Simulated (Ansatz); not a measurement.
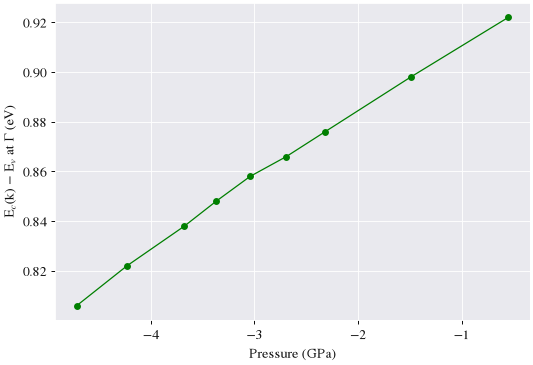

Lowest conduction level at Γ, counted from the valence-band top at Γ.

System: CuI, space group Cmcm, 4 atoms in the primitive cell. The cell is scaled at fixed shape and fractional positions. At 29.83 Å³/atom, a = 5.26 Å, b = 5.26 Å, c = 4.31 Å, α = 90.00°, β = 90.00°, γ = 89.66°. Level of theory: LDA, all-electron LAPW, no spin polarisation, no spin-orbit coupling, 5×5×6 k mesh; code Ansatz 0.2.0.

How does this level move from −4.7 GPa to −0.5 GPa?

Γ rises by 0.11 eV.

What is the pressure coefficient?

A straight line through the points has a slope of +28 at Γ (meV per GPa).

The values:
| pressure | Γ (eV) | volume (Å³/atom) |
| --- | --- | --- |
| −4.7 GPa | 0.81 | 31.62 |
| −4.2 GPa | 0.82 | 31.03 |
| −3.7 GPa | 0.84 | 30.43 |
| −3.4 GPa | 0.85 | 30.13 |
| −3.0 GPa | 0.86 | 29.83 |
| −2.7 GPa | 0.87 | 29.54 |
| −2.3 GPa | 0.88 | 29.24 |
| −1.5 GPa | 0.90 | 28.64 |
| −0.5 GPa | 0.92 | 28.04 |

Spin-orbit coupling is left out, which matters for I. LDA, GGA and most meta-GGA functionals understate gaps. The usual form of CuI is zincblende. A mesh with an odd division misses points of the zone boundary, where a smaller gap can lie.
